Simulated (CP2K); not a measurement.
System: CdS, space group P6_3mc (No. 186).

The given structure:
```cif
data_structure
_symmetry_space_group_name_H-M 'P 1'
_symmetry_Int_Tables_number 1
_cell_length_a 4.1500
_cell_length_b 4.1500
_cell_length_c 6.7370
_cell_angle_alpha 90.000
_cell_angle_beta 90.000
_cell_angle_gamma 120.000
_cell_volume 100.48
loop_
_atom_site_label
_atom_site_type_symbol
_atom_site_fract_x
_atom_site_fract_y
_atom_site_fract_z
_atom_site_occupancy
Cd1 Cd 0.66667 0.33333 0.50000 1
Cd2 Cd 0.33333 0.66667 0.00000 1
S1 S 0.66667 0.33333 0.87500 1
S2 S 0.33333 0.66667 0.37500 1
```

Computed with CP2K 2026.2: DFT in Gaussian orbitals with a plane-wave density, no spin polarisation; energies at scaled volumes of the given cell, shape and fractions fixed, counted from the fit's minimum, third-order Birch-Murnaghan fit. Level: PBE.

- k mesh: 7×7×4
- occupations: Fermi–Dirac
- smearing width: 0.05 eV
- potentials: GTH PBE with UZH TZVP basis
- density cutoff: 6123 eV
- program settings: ngrids 4, basis sets Cd TZVP-MOLOPT-PBE-GTH-q12, basis sets S TZVP-MOLOPT-PBE-GTH-q6, cutoff ry 450 Ry, rel cutoff ry 60 Ry

Predict the energy and pressure against volume. The volume takes the values 23.61, 24.12, 24.62, 25.12, 25.62, 26.13, 26.63 Å³/atom.

A third-order Birch–Murnaghan fit gives V0 = 26.26 Å³/atom, B0 = 53.8 GPa and B′ = 4.5. The energy is 54.37 meV/atom at volume 23.61 Å³/atom and 0.85 meV/atom at 26.63 Å³/atom; the lowest computed point is at volume 26.13 Å³/atom (0.11 meV/atom), in a single well. The pressure falls from 7.26 GPa at volume 23.61 Å³/atom to −0.73 GPa at 26.63 Å³/atom, and changes sign near 26.26 Å³/atom.

| volume (Å³/atom) | energy (meV/atom) | pressure (GPa) |
| --- | --- | --- |
| 23.61 | 54.37 | 7.26 |
| 24.12 | 34.32 | 5.55 |
| 24.62 | 19.36 | 4.01 |
| 25.12 | 8.97 | 2.63 |
| 25.62 | 2.70 | 1.39 |
| 26.13 | 0.11 | 0.28 |
| 26.63 | 0.85 | −0.73 |

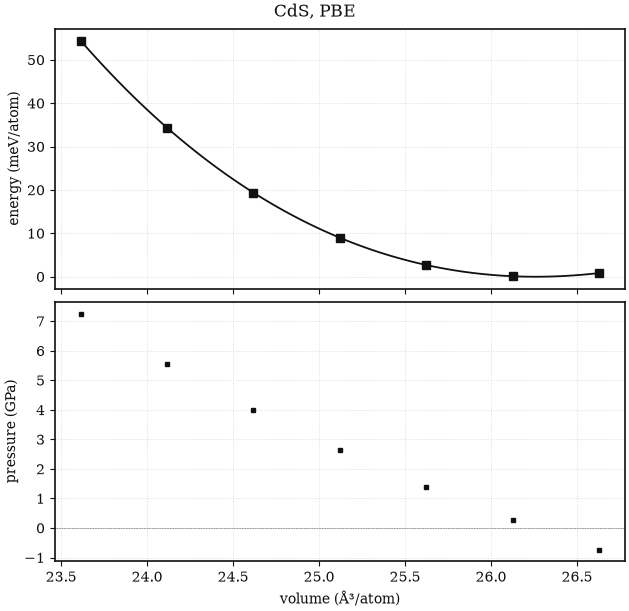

Keep in mind: shape and atomic fractions are frozen while scaling, which makes layered, chain and framework solids too stiff.
